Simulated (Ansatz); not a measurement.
# ZnO: what the fields show

Input file:

```
crystal:
  lattice:
    - [0.0, 2.1324317144, 2.1324317144]
    - [2.1324317144, 0.0, 2.1324317144]
    - [2.1324317144, 2.1324317144, 0.0]
  atoms:
    - { symbol: Zn, position: [0.0, 0.0, 0.0] }
    - { symbol: O, position: [0.5, 0.5, 0.5] }
basis:
  ecutwfc: 500
kpoints:
  mp_grid: { grid: [12, 12, 12] }
hamiltonian:
  xc: r2scan
scf:
  occupations: { method: gaussian, width: 0.02 }
output:
  forces: true
  stress: true
  eigenvalues: true
  write_density: true
  write_potential: true
  elf: true
  volumetric_format: npy
relax:
  adjacent_minimum: "off"
  f_tol: 0.01
  max_steps: 60
  cell: { stress_tol: 0.1 }
```

Run with:

```sh
ansatz run input.yaml --threads 1 --pin off --max-ram 2560MiB --backend cpu --events-out ev --progress --plain --runs-dir out
```

Below, planes, directions and counts refer to the conventional cell (a = 4.27 Å, b = 4.27 Å, c = 4.27 Å, α = 90.00°, β = 90.00°, γ = 90.00°).

The fields are those of the run's last geometry, not of the input's.

Space group Fm-3m.

Computed with DFT r2SCAN, scalar-relativistic, plane waves, PAW (Ansatz 0.2.0).

The density is the valence pseudo-density of a PAW calculation; it isn't the true density close to the nuclei.

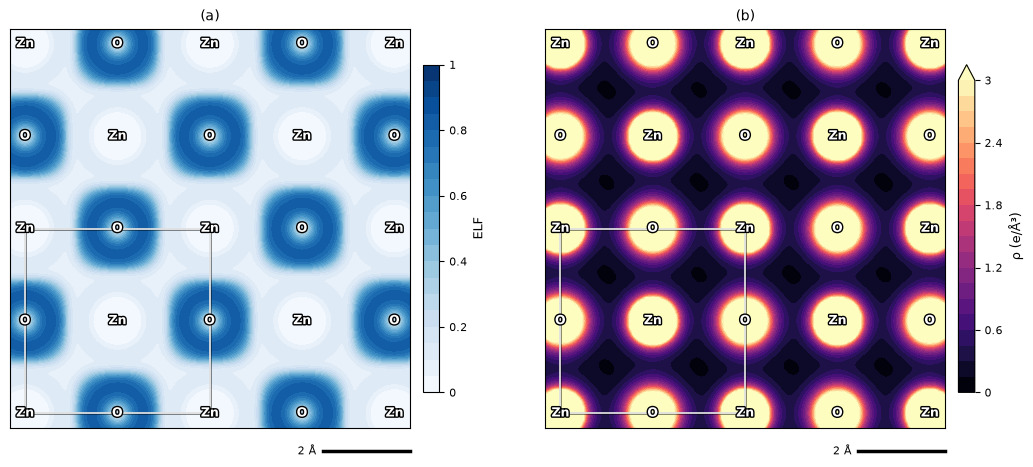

Figure 1. (a) ELF; (b) valence electron density on the (010) plane of the conventional cell.

> Read the bonding off the picture.

Atoms in the plane: Zn and O. Zn–O (2.13 Å): the density is about 0.41 e/Å³ at the midpoint; the ELF peaks at about 0.80 in the valence shell of O, 0.6 Å from its nucleus, and is about 0.15 at the midpoint (no localised pair shows between them). Between the atoms the lowest density in this plane is 0.11 e/Å³.

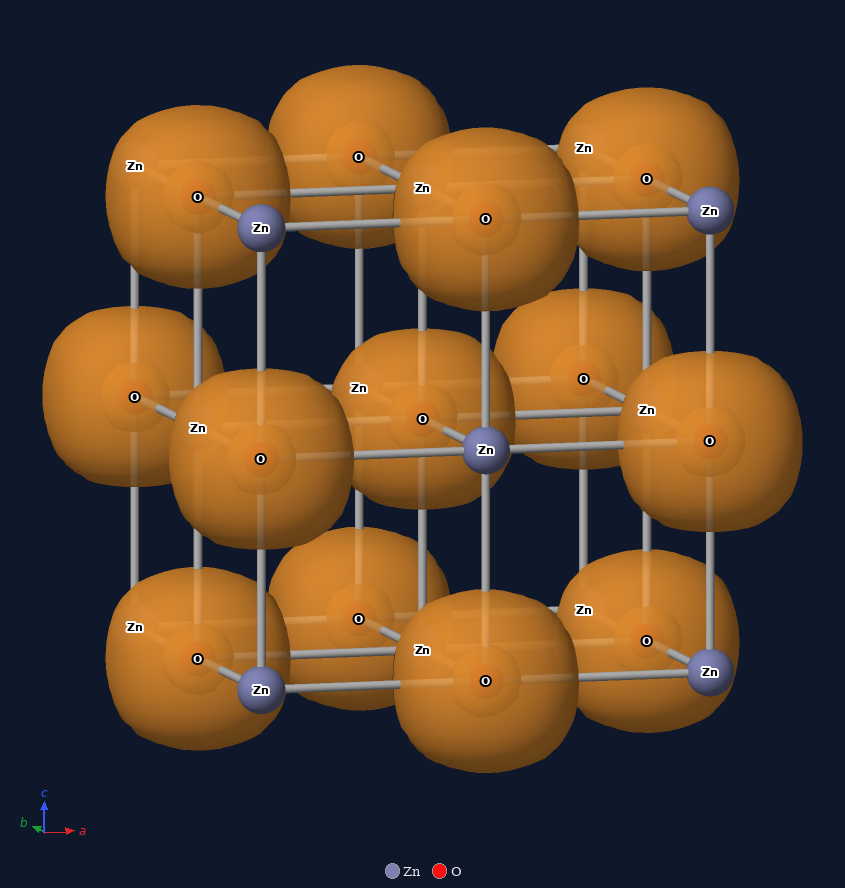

Figure 2. Isosurface of the electron localisation function at 0.65 (orange), seen slightly off an axis. Only the valence region is drawn (cores and ρ < 0.01 e/Å³ removed). Sticks mark near contacts.

> Describe the localisation domains.

The ELF exceeds this value in four regions wrapped around O (the valence shell of each), counted in one cell of 8 atoms. Any copies at cell faces, edges or corners count once.

> Does the calculation make it a metal, or give it a gap?

It is gapped, with a Kohn–Sham gap of 1.6 eV on the k-point mesh (the band edges may lie off the mesh, which would make the gap smaller).
